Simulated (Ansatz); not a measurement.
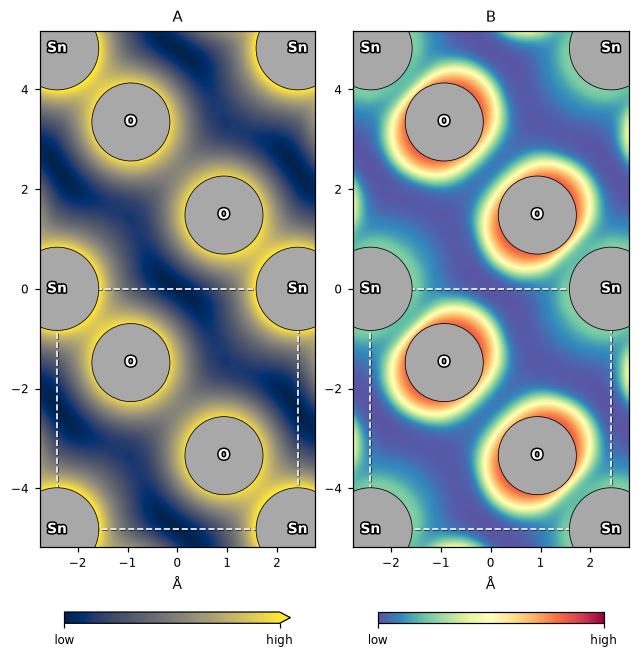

SnO2: 2 fields on the (001) plane of the conventional cell, with unlabelled colour scales. Grey discs cover the atomic cores.

Space group P4₂/mnm.

Level of theory: DFT PBE, scalar-relativistic, plane waves, PAW in Ansatz.

Question: The panels show electron localisation function and valence pseudo-density in some order. Assign them.

Answer: Panel A: valence pseudo-density. Panel B: electron localisation function. From the grid: Sn–O (2.09 Å): ρ at the midpoint is about 0.61 e/Å³; the ELF peaks at about 0.80 in the valence shell of O, 0.6 Å from its nucleus, and is about 0.25 at the midpoint (no shared electron pair shows on this line).
